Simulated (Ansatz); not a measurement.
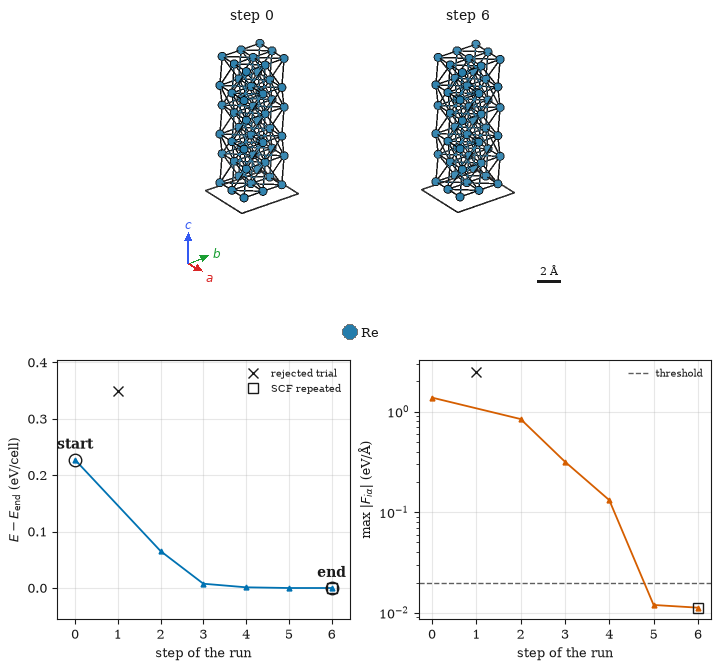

First and last geometry of a relaxation of a slab of composition Re, with the history of the run. Style: ball-and-stick. Shown: the 3 × 3 repeat of the cell, outlined in the plane, without the vacuum, slightly off an axis.

Level of theory: DFT PBE, scalar-relativistic, plane waves, PAW; settings changed in Ansatz 0.2.0.

Input
```yaml
crystal:
  lattice:
    - [2.7748241522, 0.0, 0.0]
    - [-1.3874120761, 2.4030682069, 0.0]
    - [0.0, 0.0, 26.2105595253]
  atoms:
    - { symbol: Re, position: [0.6666666667, 0.3333333333, 0.2861442158] }
    - { symbol: Re, position: [0.3333333333, 0.6666666667, 0.3716865295] }
    - { symbol: Re, position: [0.6666666667, 0.3333333333, 0.4572288432] }
    - { symbol: Re, position: [0.3333333333, 0.6666666667, 0.5427711568] }
    - { symbol: Re, position: [0.6666666667, 0.3333333333, 0.6283134705] }
    - { symbol: Re, position: [0.3333333333, 0.6666666667, 0.7138557842] }
basis:
  ecutwfc: 420
kpoints:
  mp_grid: { grid: [15, 15, 1] }
hamiltonian:
  xc: pbe
scf:
  occupations: { method: gaussian, width: 0.1 }
  mixing: { preconditioner: ldos }
output:
  forces: true
  eigenvalues: true
relax:
  adjacent_minimum: "off"
  f_tol: 0.02
  max_steps: 60
efield:
  axis: 3
  dipole_correction: true
  ramp_width: 0.04
```

Command:
```bash
ansatz run input.yaml --threads 4 --pin off --max-ram 8192MiB --backend cpu --events-out ev --progress --plain --runs-dir out
```

Read the history and describe the run.

It converged. The energy falls by 0.227 eV per cell of the calculation in 4 accepted moves (6 points after the start). The largest force component goes from 1.4 to 0.011 eV/Å. The line search rejected the trial step at point 1 of the run. 1 step only repeated the SCF at the same geometry. The largest moves relative to the layer's centre, 0.090 Å, are those of Re1 and Re6. Re6 goes along the normal (−c). The cell stays as it was. Among the contacts that change: Re1–Re2 2.756 → 2.641 Å, Re2–Re3 2.756 → 2.831 Å, Re3–Re4 2.756 → 2.692 Å. Cost: 52 s on 4 threads of Arm Neoverse V1, with other jobs on the host, peak memory 0.56 GiB.
